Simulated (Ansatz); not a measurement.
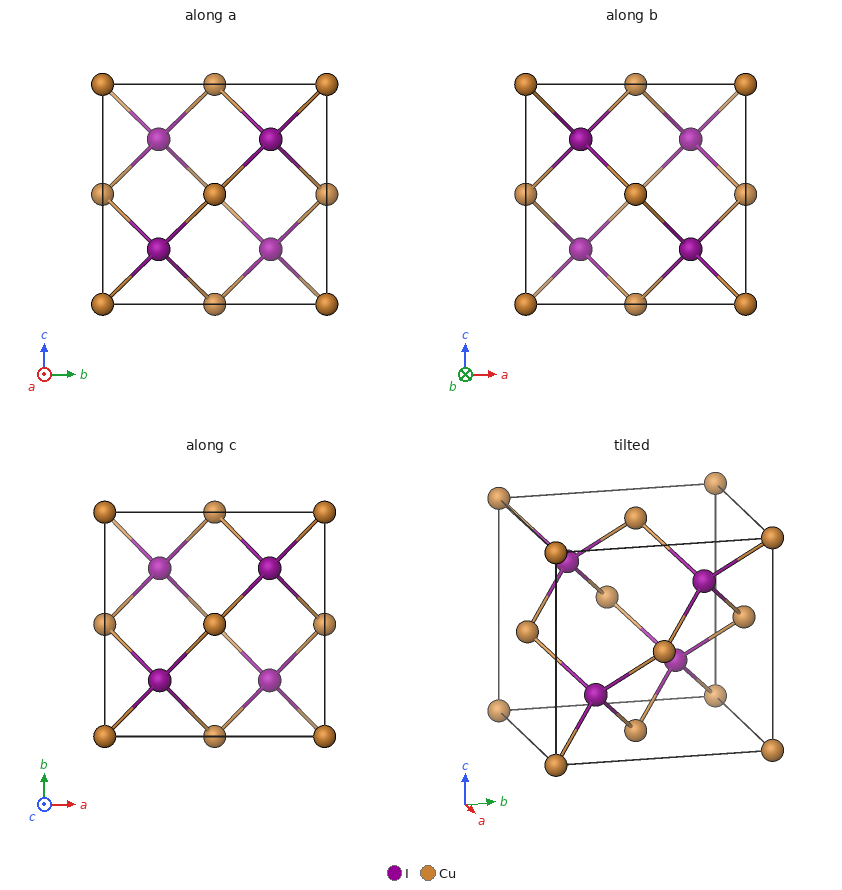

The image is a ball-and-stick drawing of a crystal, viewed along the a axis, along the b axis, along the c axis and slightly off an axis. The edges of the drawn cell (a repeat of the simulation cell) are marked.

Lattice parameters: a = 6.024 Å, b = 6.145 Å, c = 6.024 Å, α = 90.00°, β = 90.00°, γ = 90.00°. Put a along x and b in the xy plane.

Q: Transcribe the picture into a POSCAR file.

A:
```
I Cu
1.0
     6.024    0.000    0.000
     0.000    6.145    0.000
     0.000    0.000    6.024
I Cu
4 4
Direct
  0.7500 0.7500 0.7500
  0.2500 0.2500 0.7500
  0.7500 0.2500 0.2500
  0.2500 0.7500 0.2500
  0.5000 0.0000 0.5000
  0.0000 0.5000 0.5000
  0.5000 0.5000 0.0000
  0.0000 0.0000 0.0000
```

It goes back to a structure type filled with these elements by a generator (whether the compound takes this form wasn't checked). The cell was then strained or its atoms displaced on purpose. An electronic-structure calculation with Ansatz was run on it.
